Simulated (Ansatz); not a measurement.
Geometry relaxation of CoSi (part 2 of 3)

CoSi (slab, 20 atoms in the cell); DFT PBE, scalar-relativistic, plane waves, PAW, no spin polarisation (Ansatz 0.2.0); cutoff 420 eV, 8×8×1 k-mesh, Gaussian smearing of 0.1 eV. The structure derives from an entry of the Crystallography Open Database.

Geometry of the input (Å; fractional positions):
```
4.4308  0.0000  0.0000
0.0000  4.4308  0.0000
0.0000  0.0000  24.7920
Co 0.8550  0.8550  0.3025
Si 0.6568  0.3432  0.3046
Si 0.3432  0.8432  0.3379
Co 0.1450  0.3550  0.3400
Co 0.6450  0.1450  0.3919
Si 0.8432  0.6568  0.3940
Si 0.1568  0.1568  0.4273
Co 0.3550  0.6450  0.4294
Co 0.8550  0.8550  0.4812
Si 0.6568  0.3432  0.4834
Si 0.3432  0.8432  0.5166
Co 0.1450  0.3550  0.5188
Co 0.6450  0.1450  0.5706
Si 0.8432  0.6568  0.5727
Si 0.1568  0.1568  0.6060
Co 0.3550  0.6450  0.6081
Co 0.8550  0.8550  0.6600
Si 0.6568  0.3432  0.6621
Si 0.3432  0.8432  0.6954
Co 0.1450  0.3550  0.6975
```

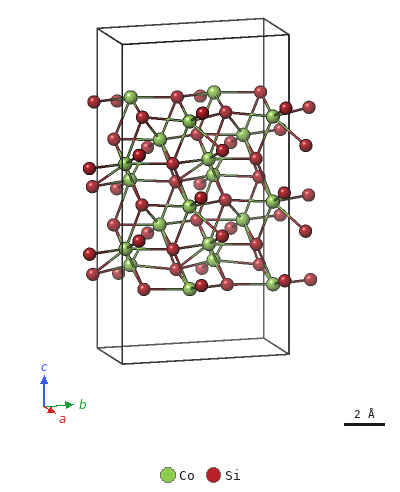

The geometry at step 4 of the log (ball-and-stick view of the 1 × 2 repeat of the cell, with the vacuum cut short, seen slightly off an axis; bonded neighbours outside the cell are drawn too).

**Output, continued**
```
SCF iter   1: F=—  HF=-57626.946519 eV  |F-HF|=—  |Δ(HF+E_count)|=         —  Δρ=8.75e-3  dr2=4.65e-1  ethr=2.44e-4  p=-0.000 e·Å  D=-3.03e-8 V/Å  ΔV_dip=0.00 eV  dr2_dipole=1.03e-13  V_vac-E_F(+/−)=4.51/4.51 eV  ⟨swp⟩=2.0  Hψ=14240  notcnv=0  defer=422
efield: sawtooth ramp at fractional position 0.9500 (handed on by an earlier solve), width 0.1000; the density the first Hamiltonian is built on has a dipole p = -0.000 e·Å; the dipole correction subtracts the counter field D = -3.03e-8 V/Å, which shifts the + side's vacuum level by +0.00 eV against the − side's; the planar-averaged density in the ramp window peaks in size at 1.3e-5 e/Å³
preconditioner: auto → LDOS  [metal: Δε(μ)=0.026 eV  Ē_g=5.977 eV  σ=0.100 eV  W_gap=0.15  n_scr=114 (ndim 8)  ℏωp=19.2 eV  f_vac=0.492  D(μ)=9.40/eV (n_scr^D=50)  β→1.0]
SCF iter   2: F=—  HF=-57626.964561 eV  |F-HF|=—  |Δ(HF+E_count)|=   1.80e-2  Δρ=1.04e-2  dr2=4.79e-1  ethr=2.22e-4  p=-0.000 e·Å  D=-6.68e-6 V/Å  ΔV_dip=0.00 eV  dr2_dipole=1.22e-7  V_vac-E_F(+/−)=4.47/4.47 eV  ⟨swp⟩=2.1  Hψ=6326  notcnv=0  defer=422
SCF iter   3: F=—  HF=-57626.912241 eV  |F-HF|=—  |Δ(HF+E_count)|=   5.23e-2  Δρ=1.29e-3  dr2=5.90e-3  ethr=2.22e-4  p=-0.000 e·Å  D=-7.41e-6 V/Å  ΔV_dip=0.00 eV  dr2_dipole=7.98e-7  V_vac-E_F(+/−)=4.49/4.49 eV  ⟨swp⟩=2.0  Hψ=6152  notcnv=0  defer=422
SCF iter   4: F=—  HF=-57626.912371 eV  |F-HF|=—  |Δ(HF+E_count)|=   1.30e-4  Δρ=8.47e-4  dr2=2.21e-3  ethr=2.81e-6  p=-0.000 e·Å  D=-1.02e-6 V/Å  ΔV_dip=0.00 eV  dr2_dipole=4.72e-7  V_vac-E_F(+/−)=4.51/4.51 eV  ⟨swp⟩=3.3  Hψ=9558  notcnv=0  defer=422
SCF iter   5: F=—  HF=-57626.912804 eV  |F-HF|=—  |Δ(HF+E_count)|=   4.34e-4  Δρ=4.59e-4  dr2=7.77e-4  ethr=1.05e-6  p=-0.000 e·Å  D=-1.32e-6 V/Å  ΔV_dip=0.00 eV  dr2_dipole=5.56e-8  V_vac-E_F(+/−)=4.52/4.52 eV  ⟨swp⟩=2.0  Hψ=5567  notcnv=0  defer=422
SCF iter   6: F=—  HF=-57626.912987 eV  |F-HF|=—  |Δ(HF+E_count)|=   1.83e-4  Δρ=1.98e-4  dr2=2.05e-4  ethr=3.70e-7  p=-0.000 e·Å  D=-1.23e-6 V/Å  ΔV_dip=0.00 eV  dr2_dipole=3.28e-8  V_vac-E_F(+/−)=4.52/4.52 eV  ⟨swp⟩=2.1  Hψ=5848  notcnv=0  defer=422
SCF iter   7: F=—  HF=-57626.913056 eV  |F-HF|=—  |Δ(HF+E_count)|=   6.89e-5  Δρ=1.18e-4  dr2=6.18e-5  ethr=3.72e-8  p=-0.000 e·Å  D=-5.80e-8 V/Å  ΔV_dip=0.00 eV  dr2_dipole=8.98e-9  V_vac-E_F(+/−)=4.53/4.53 eV  ⟨swp⟩=24.1  Hψ=49747  notcnv=0
SCF iter   8: F=-57626.913058 eV  HF=-57626.913047 eV  |F-HF|=1.04e-5  |Δ(HF+E_count)|=   8.41e-6  Δρ=2.71e-5  dr2=3.06e-6  ethr=2.94e-8  p=0.000 e·Å  D=9.79e-8 V/Å  ΔV_dip=-0.00 eV  dr2_dipole=8.41e-11  V_vac-E_F(+/−)=4.53/4.53 eV  ⟨swp⟩=17.1  Hψ=47322  notcnv=0
SCF 2 converged in 8 iterations: F = -57626.913058 eV  dr2 = 3.06e-6
  greatest PAW one-centre occupation: 1.001 electrons in one spin orbital (limit 2), on the Co atom at site 0 (counted from 0), in its partial waves of l = 1
relax step   2: F+E_penalty+E_count = -57626.91305787 eV  Δ(F+E_penalty+E_count) = -2.543e-1 eV  max|allowed force component| = 6.559e-1 eV/Å  Δτ_max = 0.0842 Å  (8 SCF iters, dr2 threshold 7.82e-5 eV, accepted)
iter 1 solved again at ethr=1.48e-4 eV; its pass at ethr=3.10e-3 eV (dr2=3.11e-1 eV) is discarded
SCF iter   1: F=—  HF=-57627.089771 eV  |F-HF|=—  |Δ(HF+E_count)|=         —  Δρ=7.26e-3  dr2=2.90e-1  ethr=1.48e-4  p=0.000 e·Å  D=9.80e-8 V/Å  ΔV_dip=-0.00 eV  dr2_dipole=8.15e-10  V_vac-E_F(+/−)=4.53/4.53 eV  ⟨swp⟩=2.0  Hψ=15177  notcnv=0  defer=415
efield: sawtooth ramp at fractional position 0.9500 (handed on by an earlier solve), width 0.1000; the density the first Hamiltonian is built on has a dipole p = 0.000 e·Å; the dipole correction subtracts the counter field D = 9.80e-8 V/Å, which shifts the + side's vacuum level by -0.00 eV against the − side's; the planar-averaged density in the ramp window peaks in size at 5.6e-6 e/Å³
preconditioner: auto → LDOS  [metal: Δε(μ)=0.010 eV  Ē_g=6.009 eV  σ=0.100 eV  W_gap=0.06  n_scr=114 (ndim 8)  ℏωp=19.2 eV  f_vac=0.494  D(μ)=11.50/eV (n_scr^D=72)  β→1.0]
SCF iter   2: F=—  HF=-57627.106494 eV  |F-HF|=—  |Δ(HF+E_count)|=   1.67e-2  Δρ=9.12e-3  dr2=3.73e-1  ethr=1.38e-4  p=0.000 e·Å  D=3.83e-5 V/Å  ΔV_dip=-0.00 eV  dr2_dipole=3.62e-6  V_vac-E_F(+/−)=4.50/4.50 eV  ⟨swp⟩=2.0  Hψ=7466  notcnv=0  defer=415
SCF iter   3: F=—  HF=-57627.053878 eV  |F-HF|=—  |Δ(HF+E_count)|=   5.26e-2  Δρ=2.29e-3  dr2=1.69e-2  ethr=1.38e-4  p=-0.000 e·Å  D=-4.73e-6 V/Å  ΔV_dip=0.00 eV  dr2_dipole=4.06e-9  V_vac-E_F(+/−)=4.52/4.52 eV  ⟨swp⟩=2.0  Hψ=6320  notcnv=0  defer=415
SCF iter   4: F=—  HF=-57627.051999 eV  |F-HF|=—  |Δ(HF+E_count)|=   1.88e-3  Δρ=4.69e-4  dr2=8.00e-4  ethr=8.05e-6  p=-0.000 e·Å  D=-3.61e-6 V/Å  ΔV_dip=0.00 eV  dr2_dipole=1.35e-7  V_vac-E_F(+/−)=4.53/4.53 eV  ⟨swp⟩=2.6  Hψ=7799  notcnv=0  defer=415
SCF iter   5: F=—  HF=-57627.052301 eV  |F-HF|=—  |Δ(HF+E_count)|=   3.02e-4  Δρ=4.90e-4  dr2=1.10e-3  ethr=3.81e-7  p=0.000 e·Å  D=2.79e-7 V/Å  ΔV_dip=-0.00 eV  dr2_dipole=1.44e-8  V_vac-E_F(+/−)=4.54/4.54 eV  ⟨swp⟩=2.0  Hψ=6319  notcnv=0  defer=415
SCF iter   6: F=—  HF=-57627.052335 eV  |F-HF|=—  |Δ(HF+E_count)|=   3.33e-5  Δρ=2.56e-4  dr2=4.04e-4  ethr=3.81e-7  p=0.000 e·Å  D=2.73e-7 V/Å  ΔV_dip=-0.00 eV  dr2_dipole=7.45e-10  V_vac-E_F(+/−)=4.54/4.54 eV  ⟨swp⟩=1.7  Hψ=5099  notcnv=0  defer=415
SCF iter   7: F=—  HF=-57627.052335 eV  |F-HF|=—  |Δ(HF+E_count)|=   8.52e-7  Δρ=1.76e-4  dr2=1.33e-4  ethr=1.92e-7  p=0.000 e·Å  D=1.13e-7 V/Å  ΔV_dip=-0.00 eV  dr2_dipole=1.51e-11  V_vac-E_F(+/−)=4.54/4.54 eV  ⟨swp⟩=2.4  Hψ=5395  notcnv=0  defer=415
SCF iter   8: F=-57627.052350 eV  HF=-57627.052332 eV  |F-HF|=1.77e-5  |Δ(HF+E_count)|=   3.04e-6  Δρ=3.23e-5  dr2=3.01e-6  ethr=1.28e-8  p=0.000 e·Å  D=3.12e-7 V/Å  ΔV_dip=-0.00 eV  dr2_dipole=1.47e-9  V_vac-E_F(+/−)=4.54/4.54 eV  ⟨swp⟩=24.2  Hψ=49351  notcnv=0
SCF 3 converged in 8 iterations: F = -57627.052350 eV  dr2 = 3.01e-6
  Residual-converged pass: ⟨swp⟩=1.0  Hψ=4420  notcnv=0  max |occ|·‖R‖ = 7.0e-9 eV (tolerance 1.0e-8 eV)  dr2=3.01e-6  dr2_onsite=6.36e-7  max |Δocc| = 3.3e-11
relax step   3: F+E_penalty+E_count = -57627.05235006 eV  Δ(F+E_penalty+E_count) = -1.393e-1 eV  max|allowed force component| = 1.342e-1 eV/Å  Δτ_max = 0.0777 Å  (8 SCF iters, dr2 threshold 2.69e-5 eV, accepted)
SCF iter   1: F=—  HF=-57627.060576 eV  |F-HF|=—  |Δ(HF+E_count)|=         —  Δρ=1.43e-3  dr2=1.57e-2  ethr=6.72e-5  p=0.000 e·Å  D=3.12e-7 V/Å  ΔV_dip=-0.00 eV  dr2_dipole=1.82e-9  V_vac-E_F(+/−)=4.54/4.54 eV  ⟨swp⟩=2.0  Hψ=7644  notcnv=0  defer=416
efield: sawtooth ramp at fractional position 0.9500 (handed on by an earlier solve), width 0.1000; the density the first Hamiltonian is built on has a dipole p = 0.000 e·Å; the dipole correction subtracts the counter field D = 3.12e-7 V/Å, which shifts the + side's vacuum level by -0.00 eV against the − side's; the planar-averaged density in the ramp window peaks in size at 6.1e-6 e/Å³
preconditioner: auto → LDOS  [metal: Δε(μ)=0.023 eV  Ē_g=5.989 eV  σ=0.100 eV  W_gap=0.13  n_scr=114 (ndim 8)  ℏωp=19.2 eV  f_vac=0.493  D(μ)=12.29/eV (n_scr^D=88)  β→1.0]
SCF iter   2: F=—  HF=-57627.060042 eV  |F-HF|=—  |Δ(HF+E_count)|=   5.34e-4  Δρ=9.65e-4  dr2=8.89e-3  ethr=7.46e-6  p=0.000 e·Å  D=4.07e-7 V/Å  ΔV_dip=-0.00 eV  dr2_dipole=8.85e-9  V_vac-E_F(+/−)=4.55/4.55 eV  ⟨swp⟩=3.0  Hψ=9108  notcnv=0  defer=416
SCF iter   3: F=—  HF=-57627.058460 eV  |F-HF|=—  |Δ(HF+E_count)|=   1.58e-3  Δρ=2.75e-4  dr2=2.80e-4  ethr=4.23e-6  p=0.000 e·Å  D=1.47e-6 V/Å  ΔV_dip=-0.00 eV  dr2_dipole=1.04e-10  V_vac-E_F(+/−)=4.55/4.55 eV  ⟨swp⟩=2.0  Hψ=6035  notcnv=0  defer=416
SCF iter   4: F=—  HF=-57627.058789 eV  |F-HF|=—  |Δ(HF+E_count)|=   3.28e-4  Δρ=2.38e-4  dr2=1.95e-4  ethr=1.34e-7  p=-0.000 e·Å  D=-5.63e-7 V/Å  ΔV_dip=0.00 eV  dr2_dipole=2.28e-10  V_vac-E_F(+/−)=4.54/4.54 eV  ⟨swp⟩=3.1  Hψ=7909  notcnv=0  defer=416
SCF iter   5: F=—  HF=-57627.058820 eV  |F-HF|=—  |Δ(HF+E_count)|=   3.18e-5  Δρ=1.22e-4  dr2=5.20e-5  ethr=9.28e-8  p=-0.000 e·Å  D=-3.91e-7 V/Å  ΔV_dip=0.00 eV  dr2_dipole=1.84e-9  V_vac-E_F(+/−)=4.54/4.54 eV  ⟨swp⟩=1.0  Hψ=3868  notcnv=0  defer=416
SCF iter   6: F=—  HF=-57627.058840 eV  |F-HF|=—  |Δ(HF+E_count)|=   2.00e-5  Δρ=2.10e-5  dr2=1.36e-6  ethr=2.48e-8  p=-0.000 e·Å  D=-5.22e-8 V/Å  ΔV_dip=0.00 eV  dr2_dipole=4.73e-10  V_vac-E_F(+/−)=4.54/4.54 eV  ⟨swp⟩=2.0  Hψ=5583  notcnv=0  defer=416
SCF iter   7: F=—  HF=-57627.058847 eV  |F-HF|=—  |Δ(HF+E_count)|=   6.70e-6  Δρ=2.62e-5  dr2=2.41e-6  ethr=5.36e-10  p=-0.000 e·Å  D=-1.67e-7 V/Å  ΔV_dip=0.00 eV  dr2_dipole=1.09e-10  V_vac-E_F(+/−)=4.54/4.54 eV  ⟨swp⟩=21.4  Hψ=43448  notcnv=0
SCF iter   8: F=-57627.058847 eV  HF=-57627.058847 eV  |F-HF|=6.53e-7  |Δ(HF+E_count)|=   3.16e-7  Δρ=1.48e-5  dr2=7.87e-7  ethr=5.36e-10  p=-0.000 e·Å  D=-1.55e-7 V/Å  ΔV_dip=0.00 eV  dr2_dipole=6.87e-11  V_vac-E_F(+/−)=4.54/4.54 eV  ⟨swp⟩=12.0  Hψ=36723  notcnv=0
SCF 4 converged in 8 iterations: F = -57627.058847 eV  dr2 = 7.87e-7
relax step   4: F+E_penalty+E_count = -57627.05884684 eV  Δ(F+E_penalty+E_count) = -6.497e-3 eV  max|allowed force component| = 3.626e-2 eV/Å  Δτ_max = 0.0244 Å  (8 SCF iters, dr2 threshold 1.13e-6 eV, accepted)
SCF iter   1: F=—  HF=-57627.059834 eV  |F-HF|=—  |Δ(HF+E_count)|=         —  Δρ=4.76e-4  dr2=1.84e-3  ethr=2.09e-5  p=-0.000 e·Å  D=-1.55e-7 V/Å  ΔV_dip=0.00 eV  dr2_dipole=1.31e-10  V_vac-E_F(+/−)=4.54/4.54 eV  ⟨swp⟩=2.1  Hψ=7514  notcnv=0  defer=328
efield: sawtooth ramp at fractional position 0.9500 (handed on by an earlier solve), width 0.1000; the density the first Hamiltonian is built on has a dipole p = -0.000 e·Å; the dipole correction subtracts the counter field D = -1.55e-7 V/Å, which shifts the + side's vacuum level by +0.00 eV against the − side's; the planar-averaged density in the ramp window peaks in size at 5.3e-6 e/Å³
preconditioner: auto → LDOS  [metal: Δε(μ)=0.027 eV  Ē_g=5.990 eV  σ=0.100 eV  W_gap=0.15  n_scr=114 (ndim 8)  ℏωp=19.2 eV  f_vac=0.493  D(μ)=12.37/eV (n_scr^D=96)  β→1.0]
SCF iter   2: F=—  HF=-57627.059579 eV  |F-HF|=—  |Δ(HF+E_count)|=   2.55e-4  Δρ=2.69e-4  dr2=7.38e-4  ethr=8.74e-7  p=0.000 e·Å  D=5.37e-7 V/Å  ΔV_dip=-0.00 eV  dr2_dipole=1.08e-9  V_vac-E_F(+/−)=4.54/4.54 eV  ⟨swp⟩=3.4  Hψ=9380  notcnv=0  defer=324
SCF iter   3: F=—  HF=-57627.059471 eV  |F-HF|=—  |Δ(HF+E_count)|=   1.08e-4  Δρ=1.07e-4  dr2=6.66e-5  ethr=3.51e-7  p=0.000 e·Å  D=6.98e-8 V/Å  ΔV_dip=-0.00 eV  dr2_dipole=6.04e-11  V_vac-E_F(+/−)=4.54/4.54 eV  ⟨swp⟩=2.0  Hψ=6096  notcnv=0  defer=324
SCF iter   4: F=—  HF=-57627.059654 eV  |F-HF|=—  |Δ(HF+E_count)|=   1.82e-4  Δρ=6.99e-5  dr2=2.03e-5  ethr=3.17e-8  p=0.000 e·Å  D=1.04e-7 V/Å  ΔV_dip=-0.00 eV  dr2_dipole=1.34e-9  V_vac-E_F(+/−)=4.54/4.54 eV  ⟨swp⟩=3.1  Hψ=8016  notcnv=0  defer=324
SCF iter   5: F=—  HF=-57627.059656 eV  |F-HF|=—  |Δ(HF+E_count)|=   2.60e-6  Δρ=3.01e-5  dr2=4.13e-6  ethr=9.69e-9  p=0.000 e·Å  D=5.45e-8 V/Å  ΔV_dip=-0.00 eV  dr2_dipole=4.57e-10  V_vac-E_F(+/−)=4.54/4.54 eV  ⟨swp⟩=1.2  Hψ=4230  notcnv=0  defer=324
SCF iter   6: F=—  HF=-57627.059659 eV  |F-HF|=—  |Δ(HF+E_count)|=   2.78e-6  Δρ=7.91e-6  dr2=2.31e-7  ethr=1.97e-9  p=-0.000 e·Å  D=-1.29e-8 V/Å  ΔV_dip=0.00 eV  dr2_dipole=3.90e-11  V_vac-E_F(+/−)=4.54/4.54 eV  ⟨swp⟩=2.1  Hψ=5708  notcnv=0  defer=324
SCF iter   7: F=—  HF=-57627.059660 eV  |F-HF|=—  |Δ(HF+E_count)|=   1.21e-6  Δρ=8.46e-6  dr2=2.80e-7  ethr=4.76e-11  p=-0.000 e·Å  D=-2.16e-8 V/Å  ΔV_dip=0.00 eV  dr2_dipole=2.12e-14  V_vac-E_F(+/−)=4.54/4.54 eV  ⟨swp⟩=19.6  Hψ=38676  notcnv=0
SCF iter   8: F=—  HF=-57627.059660 eV  |F-HF|=—  |Δ(HF+E_count)|=   9.26e-8  Δρ=5.30e-6  dr2=1.07e-7  ethr=1.10e-10  p=-0.000 e·Å  D=-4.32e-9 V/Å  ΔV_dip=0.00 eV  dr2_dipole=1.24e-12  V_vac-E_F(+/−)=4.54/4.54 eV  ⟨swp⟩=1.0  Hψ=3869  notcnv=0
SCF iter   9: F=-57627.059660 eV  HF=-57627.059660 eV  |F-HF|=3.02e-9  |Δ(HF+E_count)|=   1.57e-8  Δρ=5.10e-7  dr2=1.73e-9  ethr=4.76e-11  p=0.000 e·Å  D=1.55e-8 V/Å  ΔV_dip=-0.00 eV  dr2_dipole=7.77e-14  V_vac-E_F(+/−)=4.54/4.54 eV  ⟨swp⟩=11.6  Hψ=30446  notcnv=0
SCF 5 converged in 9 iterations: F = -57627.059660 eV  dr2 = 1.73e-9
relax step   5: F+E_penalty+E_count = -57627.05966029 eV  Δ(F+E_penalty+E_count) = -8.134e-4 eV  max|allowed force component| = 9.823e-3 eV/Å  Δτ_max = 0.0120 Å  (9 SCF iters, accepted)
WARN: The output density's exchange-correlation potential varies sharply where the density is thin. Do not read a vacuum level from v_tot or v_xc, or from such a field of the output density. On a cell that repeats whose density bears no net charge and no dipole along the vacuum's axis use v_es (v_loc + v_h of the components); under efield.dipole_correction with no amplitude use v_es + v_field, which holds any external_charges[].barrier, or the levels of the report's work_function block, which leave it out; under a non-zero efield.amplitude the vacuum is tilted and has no level; on a cell that repeats and bears such a dipole with no correction it is tilted too, and efield.dipole_correction with no amplitude gives each side of its ramp a level where efield: is served; in a cell that repeats whose density bears a net charge (total_charge, or a fill off its count) it is curved and has none; of a slab under crystal.periodic whose density bears no net charge use v_es, which has a level on each side, short of where the two are joined; of another it falls or rises all the way out and has none; of a slab beside external_charges read slab_vacuum_level instead, which it has where they leave it neutral. The grid or the basis barely resolves most such structure, and the values can differ between equally converged runs; as a rule a tighter scf.convergence.dr2_threshold does not remove it. Where the density itself ripples (under the LDA too) a higher basis.ecutwfc lessens it. The files hold the spikes' plane waves up to the density's cutoff. Files: v_tot_of_output_density and the like, and their columns of v_z.tsv (output.write_potential); v_xc_of_output_density and the like, and their columns of v_comp_z.tsv (output.write_potential_components). Measured: with its Gaussian average of σ = 0.25 Å subtracted twice, the exchange-correlation potential is over 0.1 eV at 22 of the grid points where the equally averaged density (valence and model cores) is under 1e-3 e/Å³, and 0.145 eV at the most among them, at an averaged density of 1.4e-8 e/Å³. See output.write_potential in the manual, Limitations
SCF converged after 9 iterations
Free energy (F): -57627.059660 eV
Harris-Foulkes:  -57627.059660 eV  (|F-HF|=3.02e-9)
Internal energy: -57626.998077 eV  (E = F + TS)
E sigma→0 (E₀):  -57627.028869 eV
Entropy (-TS):   -0.061583 eV (-3.079 meV/atom)
Fermi energy:    4.942315 eV
Dipole field:    D = 0.000000 V/Å  (p = 0.000001 e·Å, saw-weighted, corrected)
Work function:   Φ+ = 4.5428 eV   Φ− = 4.5428 eV
Levels:          The Fermi level and band energies are counted from a zero that moves with the ramp; work functions are not
--- Per-component energies (eV) ---
  E_band       = -4793.802004
  E_kinetic    = 5008.130487
  E_local      = -299655.310777  (includes V_loc(G=0)·N_el)
  E_nonlocal   = 4807.296686
  E_hartree    = 146271.656074
  E_xc         = -2163.557230
  E_vxc        = -2549.126172  (∫ρ·V_xc dr)
  E_paw        = -20297.455650  (= ΣΔE_a)
  E_vpaw       = -4948.115109  (= ΣTr[D̂ρ^β])
  E_aug_tail   = 0.000899  (compensation charges beyond the density's cutoff)
  E_efield     = 0.000000  (sawtooth field / dipole correction)
  E_vefield    = -0.000000  (∫n·V_field dr)
  E_ewald      = 108402.241433
  E_smearing   = -0.061583  (= −TS)
  E_closure    = 0.000000  (closes the sum)
  Σ components = -57627.059660   (vs F -57627.059660, Δ=0.00e0)
```
